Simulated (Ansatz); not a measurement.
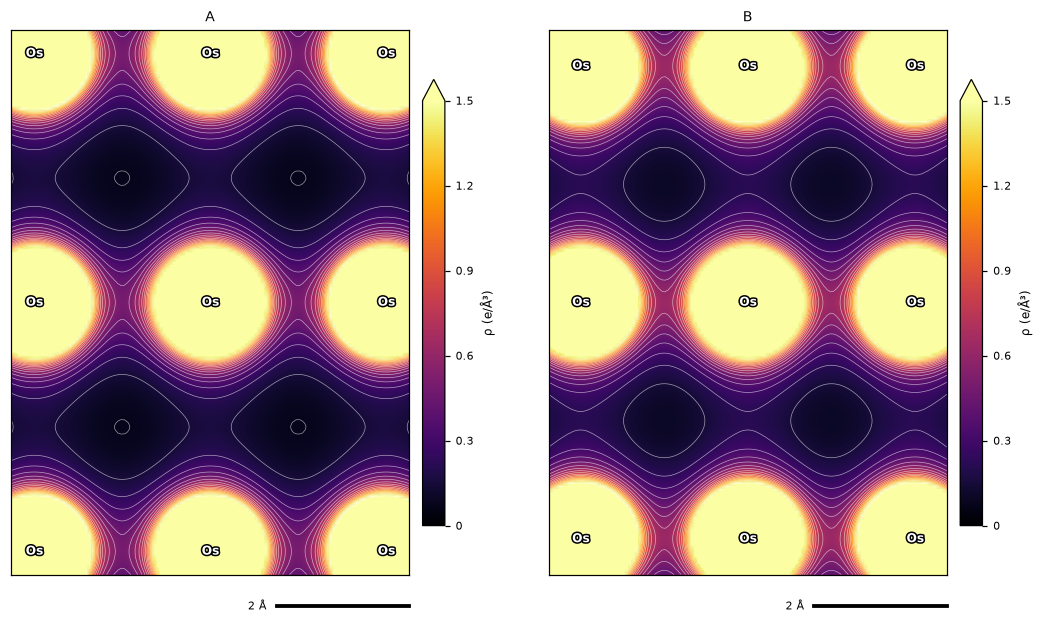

Os. The valence charge density (pseudo) of two cells that differ in size, on the (101) plane of each (indices in the axes of the calculation cell), at one length scale and on one colour scale: A has 18.7 Å³ an atom and B 16.1.

Computed with DFT, PBE, plane waves (420 eV) with PAW, scalar-relativistic in Ansatz 0.2.0.

In a PAW calculation such maps are meaningful between the atoms, not at the nuclei.

**What changes from the larger cell to the smaller?**

From the larger cell to the smaller, Os–Os goes from 2.66 to 2.52 Å, and the density at its midpoint from 0.49 to 0.62 e/Å³; the pressure goes from −23 to 13 GPa.
